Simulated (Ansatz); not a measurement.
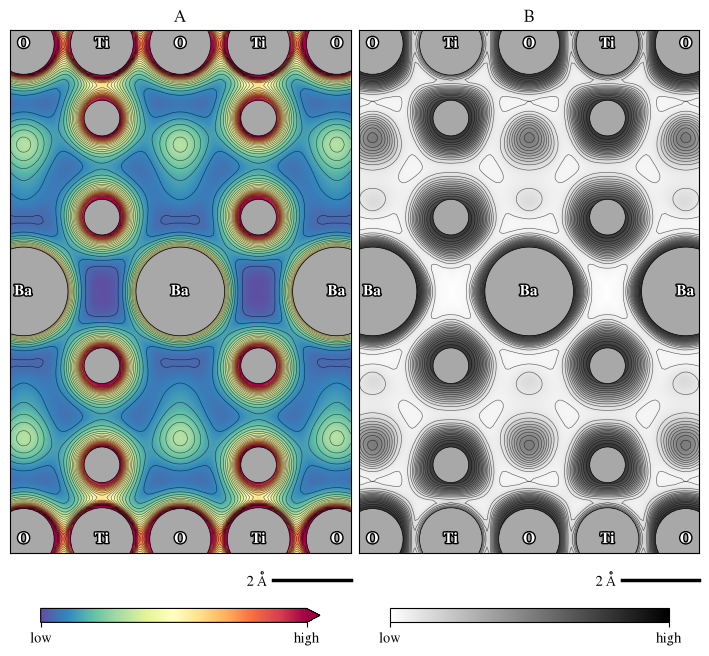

BaTiO3: 2 fields on the (011) plane of the calculation cell, with unlabelled colour scales. Grey discs cover the atomic cores.

Space group Pm-3m; computed without spin polarisation.

These are results of DFT PBE, scalar-relativistic, plane waves, PAW (Ansatz), not measurements.

The calculation's input:

```
crystal:
  lattice:
    - [0.0, -4.0192318612, 0.0]
    - [0.0, 0.0, -4.0192813204]
    - [12.0576955837, 0.0, 0.0]
  atoms:
    - { symbol: Ba, position: [0.0, 0.0, 0.0] }
    - { symbol: Ba, position: [0.0, 0.0, 0.3333333333] }
    - { symbol: Ba, position: [0.0, 0.0, 0.6666666667] }
    - { symbol: Ti, position: [0.5, 0.5, 0.1666666667] }
    - { symbol: Ti, position: [0.5, 0.5, 0.5] }
    - { symbol: Ti, position: [0.5, 0.5, 0.8333333333] }
    - { symbol: O, position: [0.5, 1.0, 0.1666666667] }
    - { symbol: O, position: [0.5, 1.0, 0.5] }
    - { symbol: O, position: [0.5, 1.0, 0.8333333333] }
    - { symbol: O, position: [1.0, 0.5, 0.1666666667] }
    - { symbol: O, position: [1.0, 0.5, 0.5] }
    - { symbol: O, position: [1.0, 0.5, 0.8333333333] }
    - { symbol: O, position: [0.5, 0.5, 0.3333333333] }
    - { symbol: O, position: [0.5, 0.5, 0.6666666667] }
    - { symbol: O, position: [0.5, 0.5, 0.0] }
basis:
  ecutwfc: 420
kpoints:
  mp_grid: { grid: [7, 7, 3] }
hamiltonian:
  xc: pbe
scf:
  occupations: { method: gaussian, width: 0.05 }
output:
  forces: true
  stress: true
  eigenvalues: true
  write_density: true
  write_potential: true
  elf: true
  volumetric_format: npy
```

Command:

```sh
ansatz run input.yaml --threads 2 --pin off --max-ram 5120MiB --backend cpu --events-out ev --progress --plain --runs-dir out
```

### Match the panels to the quantities (electron localisation function and valence pseudo-density).

Panel A: valence pseudo-density. Panel B: electron localisation function. From the grid: Ti–O (2.01 Å): ρ is about 0.62 e/Å³ halfway; the ELF peaks at about 0.80 in the valence shell of O, 0.6 Å from its nucleus, and is about 0.20 at the midpoint; no localised pair shows between them.
